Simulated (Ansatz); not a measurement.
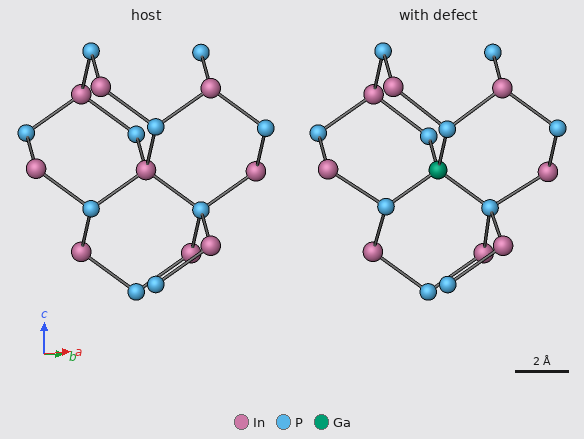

Left: perfect InP. Right: the same region with one point defect, after relaxing the atoms in a supercell of 16 sites. A ball-and-stick model of the atoms within 5.4 Å of one point, in a slice 5.0 Å thick across the line of sight, seen from a free direction.

Method: DFT PBE, scalar-relativistic, plane waves, PAW in Ansatz. Settings: plane-wave cutoff 420 eV; k-point mesh 1 × 1 × 1; occupations gaussian; smearing width 0.02 eV; collinear spin. The cell is small and the k-mesh coarse, so the numbers are rough. A uniform background neutralises the charged cell. The axes drawn are those of the host's conventional cell.

Q: Which defect is it?

A: An indium atom is replaced by gallium.

The charge state of the cell is −1.

Q: How does the lattice respond?

A: In the host the In atom has 4 P at 2.58 Å; the Ga atom ends with 4 P at 2.44 Å. Of the host's atoms, a phosphorus atom moves furthest from its site, by 0.14 Å. The cell's net moment is 1.00 μB.
